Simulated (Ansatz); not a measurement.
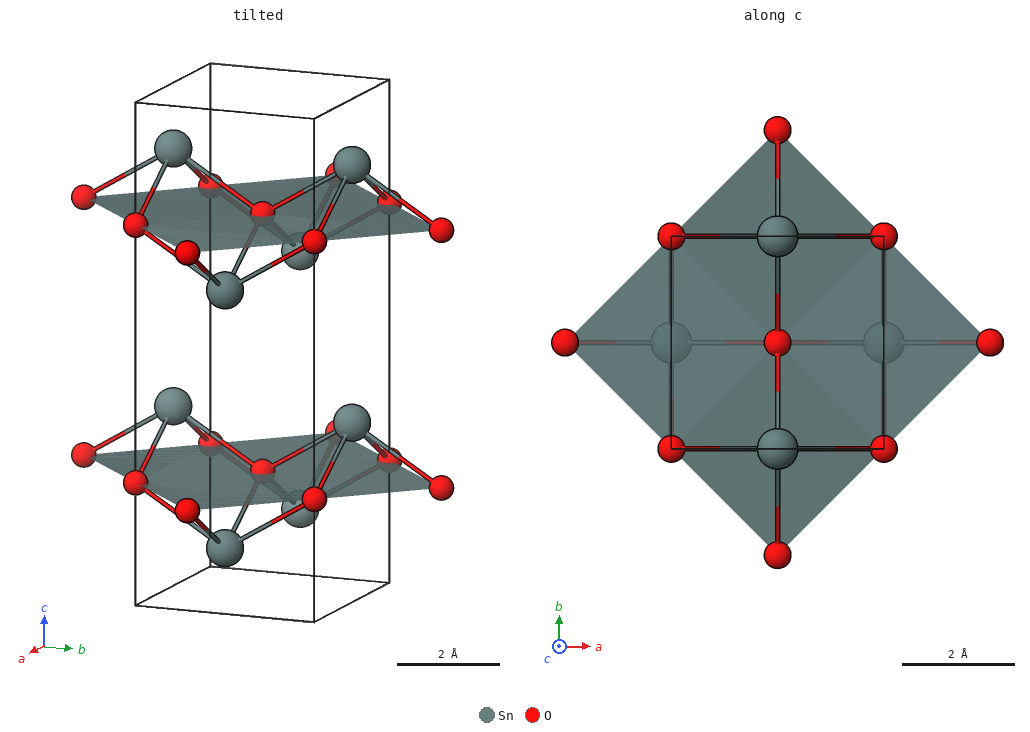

Structure drawing (polyhedral), viewed slightly off an axis and along the c axis. The parallelepiped is the conventional unit cell. Some atoms of the next cells are drawn as well.

SnO, space group P4/nmm (No. 129), a = 3.81 Å, b = 3.81 Å, c = 10.12 Å, α = 90.00°, β = 90.00°, γ = 90.00°.

All computed values are from DFT r2SCAN, scalar-relativistic, plane waves, PAW in Ansatz 0.2.0. Settings: plane waves up to 500 eV, k-points about 0.18 Å⁻¹ apart, Gaussian smearing of 0.03 eV, no spin polarisation.

> What does the calculation say: metal or gapped?

A semiconductor at this level, with a gap of 0.70 eV on the k-mesh (the true edges may lie between mesh points, so the gap can be somewhat smaller).

> Would the cell expand or shrink if it could?

The computed pressure is -0.1 GPa, close to zero.

The structure was taken from a structure listed in the Materials Project. The cell was then strained or its atoms displaced on purpose. Ansatz was used for an electronic-structure calculation on it.
